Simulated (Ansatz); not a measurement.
MgO (space group P6_3mc, No. 186). Coordinates: the end point of a relaxation with DFT PBE, scalar-relativistic, plane waves, PAW (Ansatz 0.2.0).

```cif
data_structure
_symmetry_space_group_name_H-M 'P6_3mc'
_symmetry_Int_Tables_number 186
_cell_length_a 3.3151
_cell_length_b 3.3151
_cell_length_c 5.1181
_cell_angle_alpha 90.000
_cell_angle_beta 90.000
_cell_angle_gamma 120.000
_cell_volume 48.71
loop_
_atom_site_label
_atom_site_type_symbol
_atom_site_symmetry_multiplicity
_atom_site_Wyckoff_symbol
_atom_site_fract_x
_atom_site_fract_y
_atom_site_fract_z
_atom_site_occupancy
Mg1 Mg 2 b 0.33333 0.66667 0.00618 1
O1 O 2 b 0.33333 0.66667 0.39842 1
```

Bonds are taken as Mg–O below 2.3 Å. The graph is simplified in the usual way: terminal and isolated atoms are pruned, two-connected atoms become edges.

Derive the underlying net.

The result is a uninodal 4-connected, three-periodic net: Mg and O are 4-connected nodes. It is the lon net, known from lonsdaleite, wurtzite and tridymite. It is a single net, without interpenetration.

```json
{"node": "Mg and O", "links": "4", "point symbol": "6⁶", "coordination sequence": "4 12 25 44 67"}
```

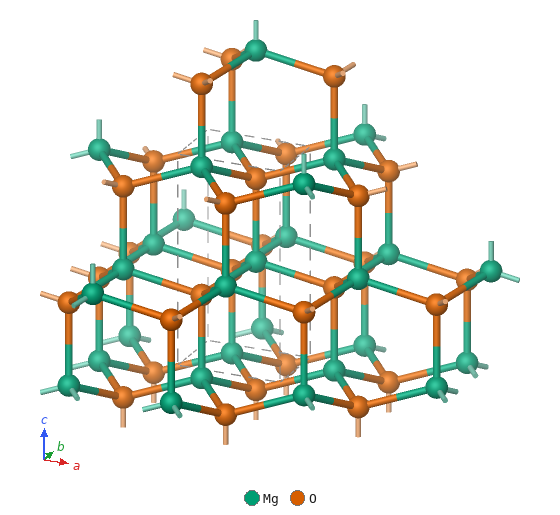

Nodes are coloured by element. Short stubs are edges that leave the cut-out.
